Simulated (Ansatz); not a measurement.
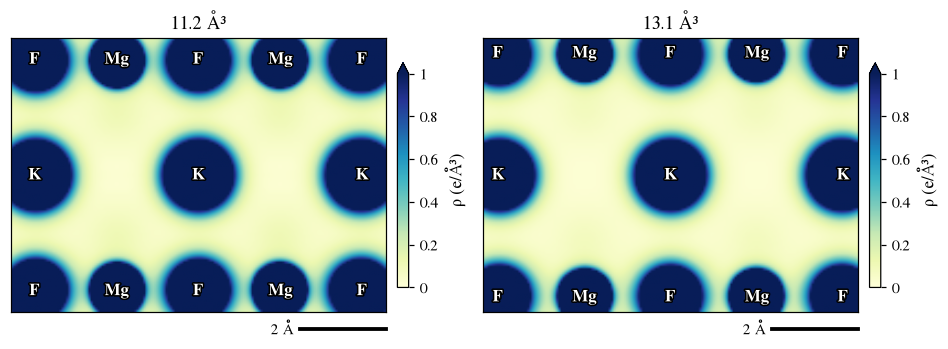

KMgF3. The valence electron density of cells scaled evenly to different volumes (given per atom above each panel), on the (011) plane of each (indices in the axes of the cell below), at one length scale and on one colour scale.

Computed with DFT PBEsol, scalar-relativistic, plane waves, PAW (Ansatz).

Core electrons are frozen (PAW), and the valence fields are smoothed inside the atomic spheres.

The largest cell:

```
K Mg F
1.0
     4.03040    0.00000    0.00000
     0.00000    4.03040    0.00000
     0.00000    0.00000    4.03040
K Mg F
1 1 3
Cartesian
  2.0152 2.0152 2.0152
  0.0000 0.0000 0.0000
  2.0152 0.0000 0.0000
  0.0000 2.0152 0.0000
  0.0000 0.0000 2.0152
```

| volume (Å³/atom) | Mg–F contact in the plane (Å) | ρ at its midpoint (e/Å³) | pressure (GPa) | gap on the mesh (eV) | 
| --- | --- | --- | --- | --- |
| 11.19 | 1.912 | 0.426 | 12.4 | 8.13 | 
| 11.57 | 1.934 | ? | ? | ? | 
| 13.09 | 2.015 | 0.333 | −2.0 | 6.91 | 

> Estimate the missing row, and compare with the calculation.

Over the known rows ln ρ falls by 2.39 per Å of Mg–F distance (the line through the two), which gives 0.404 e/Å³ at 1.934 Å; the calculation gives 0.403 e/Å³. For the pressure, a straight line in volume between the neighbouring rows gives 9.5 GPa; the calculation gives 8.5, lower because pressure rises ever faster on compression. For the gap on the mesh, a straight line in volume between the neighbouring rows gives 7.89 eV; the calculation gives 7.85.
